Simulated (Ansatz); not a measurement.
# Run report: MgO, geometry relaxation (part 2 of 2)

MgO (F-43m, 2 atoms in the cell); DFT, PBE, PAW with Ansatz's default frozen-core files, scalar-relativistic, no spin polarisation (Ansatz 0.2.0); cutoff 420 eV, 13×13×13 k-mesh, Fermi–Dirac smearing of 0.08 eV. The structure was built on a prototype by a generator; it need not be a known phase. It belongs to a series of runs on one base structure; here: cell and atoms relaxed from a first guess.

Geometry of the input (Å; fractional positions):
```
0.0000  2.2468  2.2468
2.2468  0.0000  2.2468
2.2468  2.2468  0.0000
Mg 0.0000  0.0000  0.0000
O  0.2500  0.2500  0.2500
```

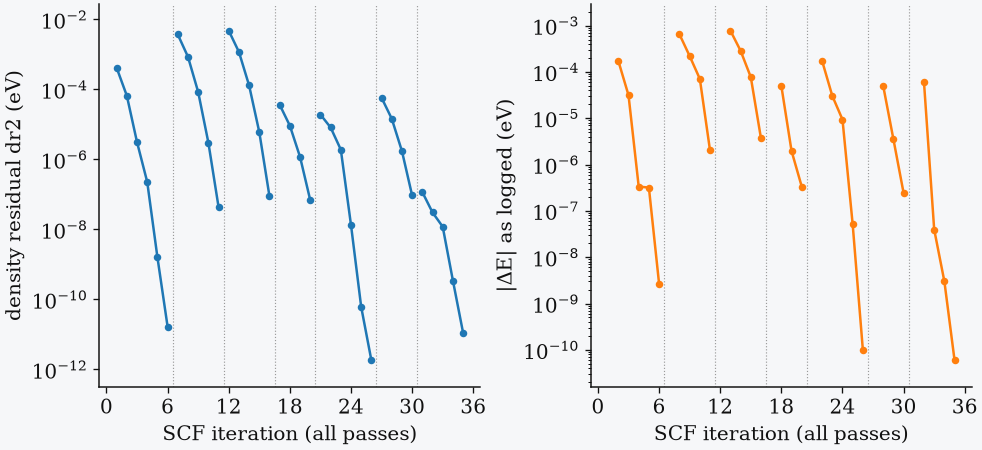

Convergence of the self-consistent field: density residual dr2 and size of the energy change against the SCF iteration. The dotted lines part the SCF passes of the relaxation: geometry steps, rejected trials and re-solves on a re-selected basis. The 7 passes take 4 to 6 iterations each, 35 in all.

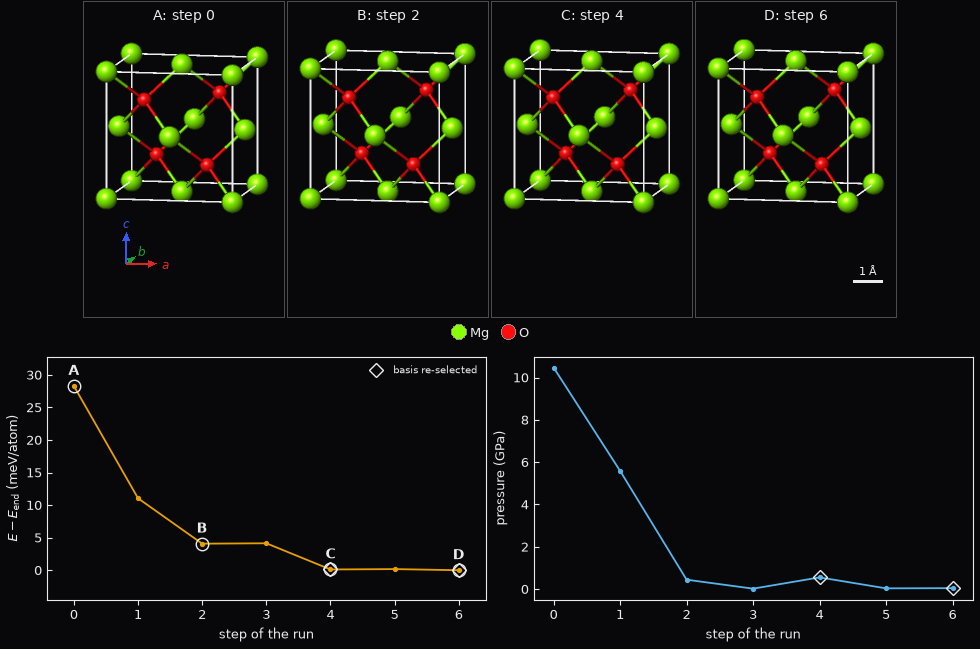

Frames of the relaxation (ball-and-stick view of the cell 4 times as large as that of the calculation, set on its symmetry axes, seen slightly off an axis) above the curves, on which the letters mark them (the first geometry is step 0 here and step 1 in the log).

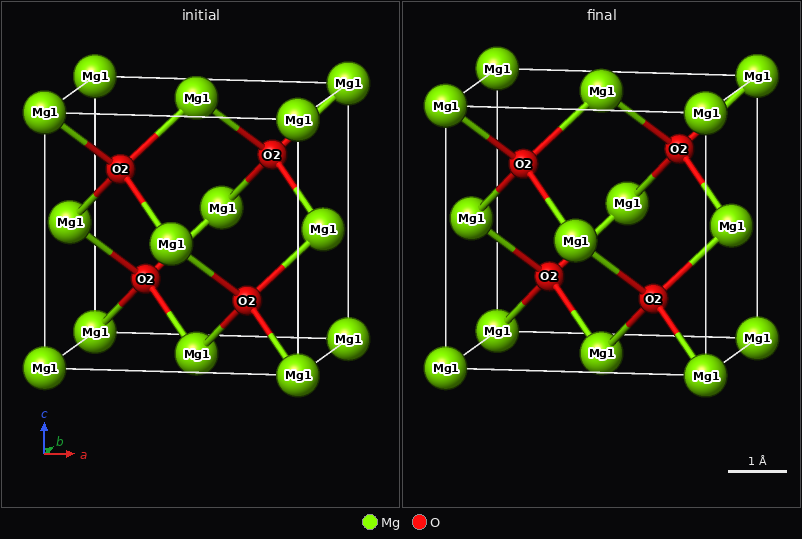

Before (left) and after (right) the relaxation, at one scale (ball-and-stick view of the cell 4 times as large as that of the calculation, set on its symmetry axes, seen slightly off an axis). The atoms keep their places relative to the cell (all moves are under 0.005 Å). The drawn cell changes as follows: a = b = c 4.494 → 4.612 Å (+2.6 %); the volume changes by +8.1 %. Among the contacts that change: Mg1–O2 1.946 → 1.997 Å. The space group stays F-43m (No. 216). After 4 geometry steps the energy has fallen by 28.1 meV per atom. All forces vanish by symmetry, so only the cell relaxes. Pressure: 10.47 GPa at the start and 0.05 GPa at the end. 1 further SCF at an unchanged geometry re-selected the plane-wave basis for the new cell. The energy change given includes the shifts at the re-selections in mid-walk, which come without any move. A last SCF at the same geometry on a re-selected plane-wave basis shifts the energy by −0.2 meV per atom. (Atoms are counted from 1 in the order of the input.)

```
basis re-selected at this cell: Δ(F+E_penalty+E_count) = -3.525e-4 eV, ΔP = +0.009 GPa vs the last step (what re-selecting the basis moved, of the pressure what is left beyond the Pulay correction that the steps carried, after the strain that the cell walked since its last selection, with what the two solves' SCF thresholds leave and, on support functions, any second-order correction that the steps lacked; it is no measure of the basis error at this ecutwfc). This SCF's stress stands 4.62e-2 GPa from its target on what of the cell is left free (relax.cell.stress_tol is 5.00e-2 GPa) and its largest allowed force component is 1.14e-16 eV/Å (relax.f_tol is 5.00e-3 eV/Å): within both
SCF converged after 5 iterations
Free energy (F): -2493.937600 eV
Harris-Foulkes:  -2493.937600 eV  (|F-HF|=2.68e-11)
Internal energy: -2493.937600 eV  (E = F + TS)
E sigma→0 (E₀):  -2493.937600 eV
Fermi energy:    6.358870 eV
--- Per-component energies (eV) ---
  E_band       = -340.505106
  E_kinetic    = 253.479957
  E_local      = -1883.896957  (includes V_loc(G=0)·N_el)
  E_nonlocal   = 143.018683
  E_hartree    = 671.365508
  E_xc         = -104.308407
  E_vxc        = -133.546839  (∫ρ·V_xc dr)
  E_paw        = -449.904215  (= ΣΔE_a)
  E_vpaw       = -62.293489  (= ΣTr[D̂ρ^β])
  E_aug_tail   = 0.002491  (compensation charges beyond the density's cutoff)
  E_ewald      = -1123.694660
  E_smearing   = -0.000000  (= −TS)
  E_closure    = 0.000000  (closes the sum)
  Σ components = -2493.937600   (vs F -2493.937600, Δ=0.00e0)
--- Forces (eV/Å), atoms counted from 1 ---
  atom   1  Mg    -0.00000000    -0.00000000    -0.00000000
  atom   2  O      0.00000000     0.00000000     0.00000000
  max |Σ_I F_I| component: 1.67e-16 eV/Å
--- Stress (GPa, compression-positive) ---
        0.046162       0.000000      -0.000000
       -0.000000       0.046162       0.000000
       -0.000000       0.000000       0.046162
  P = ⅓ Tr σ = 0.0462 GPa (0.462 kbar)
--- Band table (eV; the first three rows and the last of 84) ---
  k-point 0: bands = ["-67.2674", "-34.0119", "-34.0119", "-34.0119", "-11.4028", "4.4030", "4.4030", "4.4030", "7.8872", "20.9111", "20.9111", "20.9111"]
  k-point 1: bands = ["-67.2672", "-34.0140", "-34.0122", "-34.0122", "-11.3683", "4.1112", "4.3932", "4.3932", "8.2310", "20.3533", "20.9193", "20.9193"]
  k-point 2: bands = ["-67.2668", "-34.0199", "-34.0130", "-34.0130", "-11.2712", "3.4721", "4.3637", "4.3637", "9.0226", "19.1048", "20.7162", "20.7162"]
  k-point 83: bands = ["-67.2639", "-34.0415", "-34.0318", "-34.0244", "-10.5685", "2.5878", "2.8860", "3.4673", "12.0333", "15.7444", "17.6062", "18.3860"]
--- Relaxed structure (5 steps of the walk, 5 accepted, 2 SCFs on fresh bases) ---
  F+E_penalty+E_count = -2493.93760023 eV   max|allowed force component| = 1.145e-16 eV/Å   (the final SCF, on the basis selected at the relaxed cell)
  cell:  # Å, volume = 24.5216 Å³
    - [2.4648862209132418e-33, 2.305894215210132, 2.305894215210132]
    - [2.305894215210132, 1.5731961151565134e-33, 2.305894215210132]
    - [2.305894215210132, 2.305894215210132, 3.439376122204523e-33]
  atoms:
    - { symbol: Mg, position: [2.750144565991595e-34, 1.2500657118143613e-34, 1.0714848958408822e-35] }
    - { symbol: O, position: [0.25, 0.25, 0.25] }
```

## Trajectory as extended XYZ (Å, eV, eV/Å), 7 frames, from step=1 to step=7
```
2
Lattice="0.0000 2.2468 2.2468 2.2468 0.0000 2.2468 2.2468 2.2468 0.0000" Properties=species:S:1:pos:R:3:forces:R:3 step=1 energy=-2493.88102 pressure_GPa=10.47
Mg    0.0000    0.0000    0.0000    0.0000   0.0000   0.0000
O     1.1234    1.1234    1.1234    0.0000   0.0000   0.0000
2
Lattice="0.0000 2.2710 2.2710 2.2710 0.0000 2.2710 2.2710 2.2710 0.0000" Properties=species:S:1:pos:R:3:forces:R:3 step=2 energy=-2493.91550 pressure_GPa=5.59
Mg    0.0000    0.0000    0.0000    0.0000   0.0000   0.0000
O     1.1355    1.1355    1.1355    0.0000   0.0000   0.0000
2
Lattice="0.0000 2.2999 2.2999 2.2999 0.0000 2.2999 2.2999 2.2999 0.0000" Properties=species:S:1:pos:R:3:forces:R:3 step=3 energy=-2493.92944 pressure_GPa=0.45
Mg    0.0000    0.0000    0.0000    0.0000   0.0000   0.0000
O     1.1500    1.1500    1.1500    0.0000   0.0000   0.0000
2
Lattice="0.0000 2.3025 2.3025 2.3025 0.0000 2.3025 2.3025 2.3025 0.0000" Properties=species:S:1:pos:R:3:forces:R:3 step=4 energy=-2493.92932 pressure_GPa=0.02
Mg    0.0000    0.0000    0.0000    0.0000   0.0000   0.0000
O     1.1513    1.1513    1.1513    0.0000   0.0000   0.0000
2
Lattice="0.0000 2.3025 2.3025 2.3025 0.0000 2.3025 2.3025 2.3025 0.0000" Properties=species:S:1:pos:R:3:forces:R:3 step=5 energy=-2493.93737 pressure_GPa=0.55
Mg    0.0000    0.0000    0.0000    0.0000   0.0000   0.0000
O     1.1513    1.1513    1.1513    0.0000   0.0000   0.0000
2
Lattice="0.0000 2.3059 2.3059 2.3059 0.0000 2.3059 2.3059 2.3059 0.0000" Properties=species:S:1:pos:R:3:forces:R:3 step=6 energy=-2493.93725 pressure_GPa=0.04
Mg    0.0000    0.0000    0.0000    0.0000   0.0000   0.0000
O     1.1529    1.1529    1.1529    0.0000   0.0000   0.0000
2
Lattice="0.0000 2.3059 2.3059 2.3059 0.0000 2.3059 2.3059 2.3059 0.0000" Properties=species:S:1:pos:R:3:forces:R:3 step=7 energy=-2493.93760 pressure_GPa=0.05
Mg    0.0000    0.0000    0.0000    0.0000   0.0000   0.0000
O     1.1529    1.1529    1.1529    0.0000   0.0000   0.0000
```

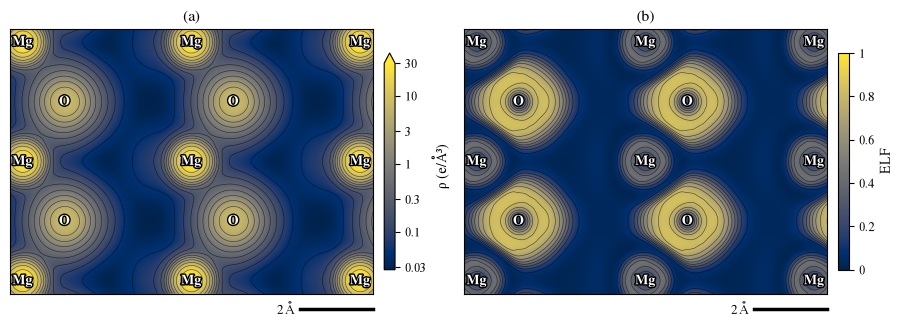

(a) valence electron density; (b) electron localisation function on the (101) plane of the conventional cell. Atoms in the plane: Mg and O. Mg–O (2.00 Å): the density is about 0.43 e/Å³ at the midpoint; the ELF is about 0.35 at the midpoint. Away from the nuclei the density in this plane falls to 0.03 e/Å³ at its lowest. In a PAW calculation such maps are meaningful between the atoms, not at the nuclei.

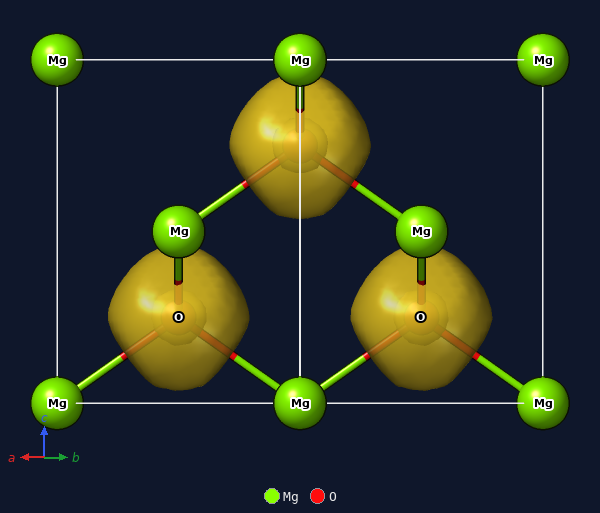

Isosurface of the electron localisation function at 0.7 (yellow), seen along [110]. Core shells and regions of very low density are left out. Sticks mark near contacts. The outline is the cell set on symmetry axes. Profiles from the grid: Mg–O (2.00 Å): the ELF is about 0.35 at the midpoint.

## Key numbers

| quantity | value |
| --- | --- |
| outcome | converged |
| space group (tolerance 0.01 Å) | F-43m (216) |
| electrons treated | 16 |
| free energy | −2493.9376 eV |
| Fermi energy | 6.359 eV |
| gap on the k-point mesh | 3.48 eV |
| pressure | 0.05 GPa |
| final volume | 24.52 Å³ |
| largest force (length of the vector) at the end | under 0.001 eV/Å |
| final cell | a = 3.261 Å, b = 3.261 Å, c = 3.261 Å, α = 60.00°, β = 60.00°, γ = 60.00° |
| wall time | 14 s |
| peak memory | 0.3 GiB |
